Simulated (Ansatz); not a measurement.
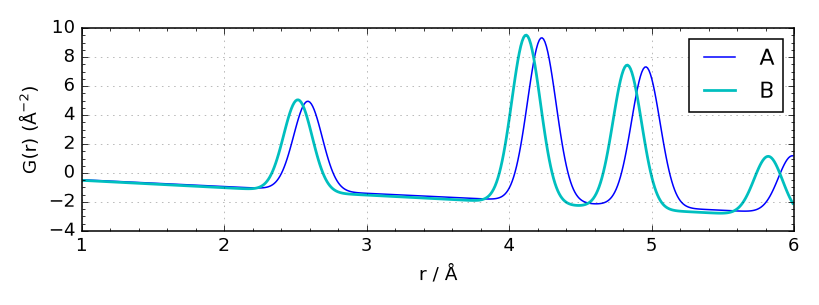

Each curve is a calculated X-ray PDF: distances of the static structure, each pair weighted by the product of the atomic numbers (X-ray weights at Q = 0), broadened by Gaussians with σ = 0.10 Å. No termination ripples are included. Both curves are of Ti in space group Fd-3m, for two cells of different size. A: the end point of a relaxation with DFT, m-r2SCAN, plane waves (500 eV) with PAW, scalar-relativistic (Ansatz); the starting structure was generated, so it need not be a known form of this composition; B: the end point of a relaxation with Ansatz 0.2.0, DFT, RPBE, plane waves (420 eV) with PAW, scalar-relativistic; the starting structure was generated, so it need not be a known form of this composition.

**Which cell is the larger, and by how much?**

Cell A is larger: the volume of B is 8.0 % below that of A (26.82 and 24.68 Å³ per atom), a mean linear change of -2.7 %. The shortest distance is 2.592 Å in A and 2.521 Å in B.

**Give both cells.**

Cell A: a = 5.986 Å, b = 5.986 Å, c = 5.986 Å, α = 90.00°, β = 90.00°, γ = 90.00°
Cell B: a = 5.823 Å, b = 5.823 Å, c = 5.823 Å, α = 90.00°, β = 90.00°, γ = 90.00°
